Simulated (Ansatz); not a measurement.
**HfO₂: density, localisation and related maps**

```
Hf O
1.0
     5.18443    0.00000    0.00000
     0.00000    4.97117    0.00000
     0.00000    0.00000    4.99891
Hf O
4 8
Direct
  0.96699 0.73252 0.74144
  0.53301 0.73252 0.24144
  0.46699 0.26748 0.74144
  0.03301 0.26748 0.24144
  0.63213 0.92865 0.87927
  0.86787 0.92865 0.37927
  0.23395 0.53988 0.49229
  0.26605 0.53988 0.99229
  0.76605 0.46012 0.99229
  0.73395 0.46012 0.49229
  0.13213 0.07135 0.87927
  0.36787 0.07135 0.37927
```

Space group Pca2₁; a structure from a database of computed crystals, not necessarily the ambient phase; computed pressure about 16 GPa in this cell.

Method: Kohn-Sham DFT of a periodic cell, PBE, Ansatz PAW large core in Ansatz.

Core electrons are frozen (PAW), and the valence fields are smoothed inside the atomic spheres.

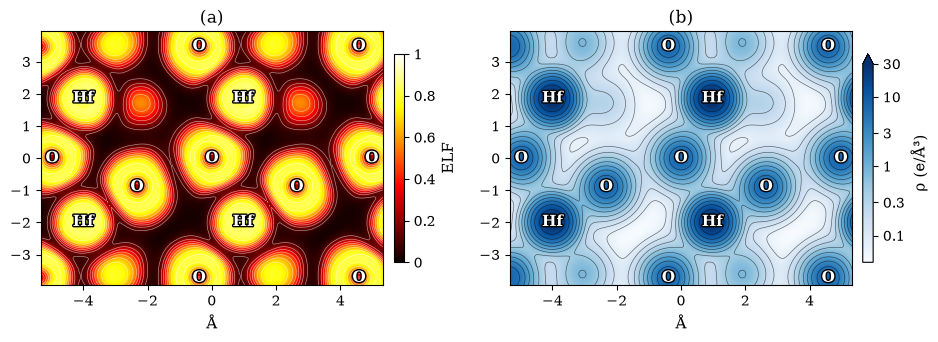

Figure 1. (a) electron localisation function; (b) valence charge density (pseudo) on the (101̄) plane of the conventional cell.

What do the fields say about this system?

Answer. The plane passes through Hf and O nuclei. Atoms just off the plane (O, 0.8 Å away) can leave unmarked features too. Hf–O (2.01 Å): ρ at the midpoint is about 0.94 e/Å³; the ELF peaks at about 0.85 in the valence shell of O, 0.6 Å from its nucleus, and drops to about 0.20 between the two atoms: no localised pair shows between them. Hf–O (2.09 Å): ρ at the midpoint is about 0.75 e/Å³; the ELF peaks at about 0.85 in the valence shell of O, 0.6 Å from its nucleus, and drops to about 0.20 between the two atoms: no shared electron pair shows on this line. Hf–O (2.20 Å): ρ is about 0.56 e/Å³ halfway; the ELF peaks at about 0.85 in the valence shell of O, 0.6 Å from its nucleus, and drops to about 0.15 between the two atoms (no localised pair shows between them). Between the atoms the lowest density in this plane is 0.04 e/Å³. The features right at Hf lie inside the PAW spheres, where the map follows smoothed inner orbitals and isn't to be read closely.

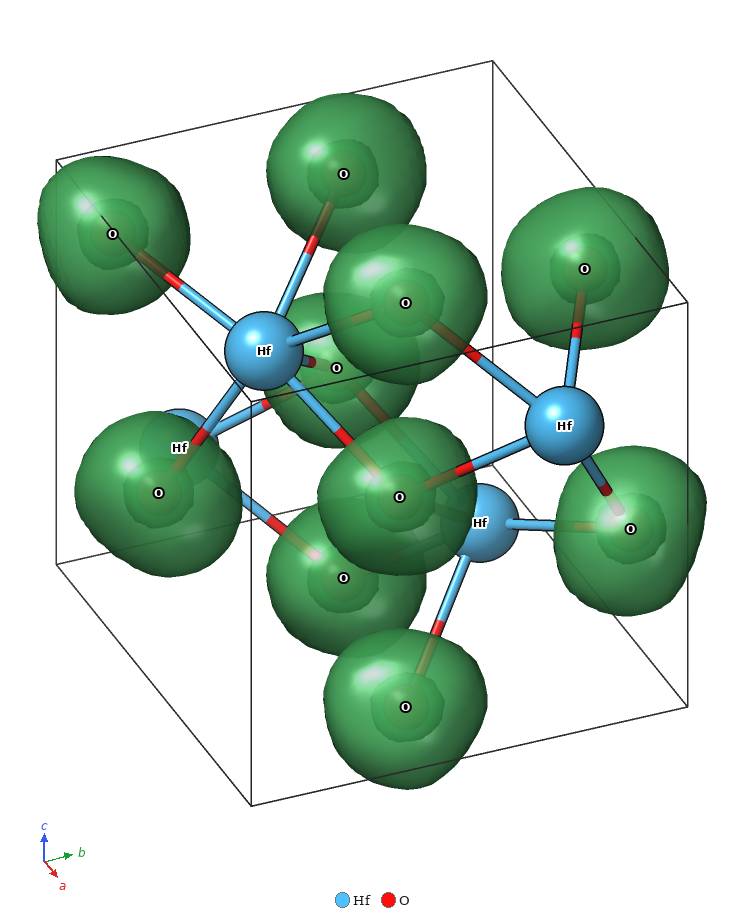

Figure 2. Isosurface of the electron localisation function at 0.7 (green), seen at an oblique angle. Only the valence region is drawn (cores and ρ < 0.01 e/Å³ removed). Sticks mark near contacts.

Identify the bonds, lone pairs and shells in this picture.

Answer. The surface consists of eight regions wrapped around O (the valence shell of each), counted in one cell of 12 atoms. Regions shared between cells count once.

Does the calculation make it a metal, or give it a gap?

Answer. It is gapped, with a Kohn–Sham gap of 4.6 eV on the k-point mesh (the band edges may lie off the mesh, which would make the gap smaller).
